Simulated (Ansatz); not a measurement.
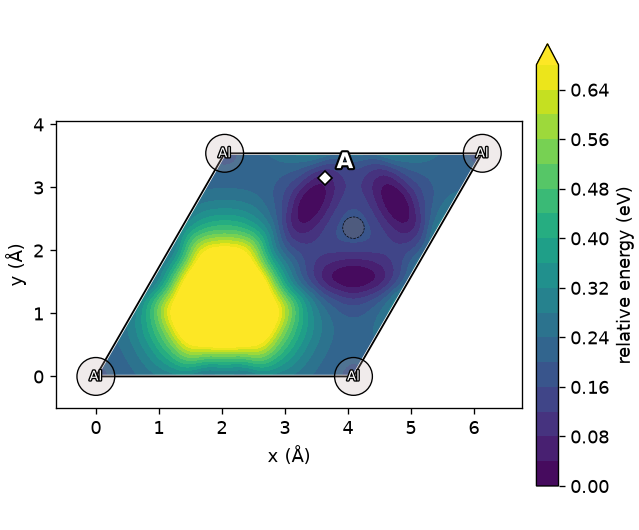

H on an Al₂Cu(101) slab cut from the Fm-3m phase, its upper half relaxed before the scan (6 atoms of substrate and one adsorbate in a 1 × 1 cell). H is moved over the surface cell; relaxed at each place: the height of the adsorbate's atoms; substrate rigid; the origin of the map has the adsorbate above Al6. Places are given modulo a cell vector. The map is drawn in real space over the plane of the surface. The grid has 9 × 9 points; 19 points were computed and 62 follow by symmetry. All energies are given in eV relative to the lowest grid point. With one adsorbate in each 1 × 1 cell, its nearest image is 4.1 Å away, so neighbouring adsorbates interact. Level of theory: Ansatz, DFT PBE, scalar-relativistic, plane waves, PAW. Settings: cutoff 420 eV, k-mesh 9×9×1, gaussian smearing 0.1 eV, no spin polarisation.

Drawn: filled contours, labelled circles for the atoms of the top layer and small ones for the second layer, the outline of one cell of the plane, one colour for all values above the top of the scale, the point A. Between grid points the surface is interpolated.

### Is A at rest? If not, where is it pushed?

A, at (4/9, 8/9) of the cell vectors, is not a stationary point. The computed force is 0.28 eV/Å in the plane, pointing down in the picture (components −0.08 and −0.27 eV/Å).

PAW datasets: the set soft_1.
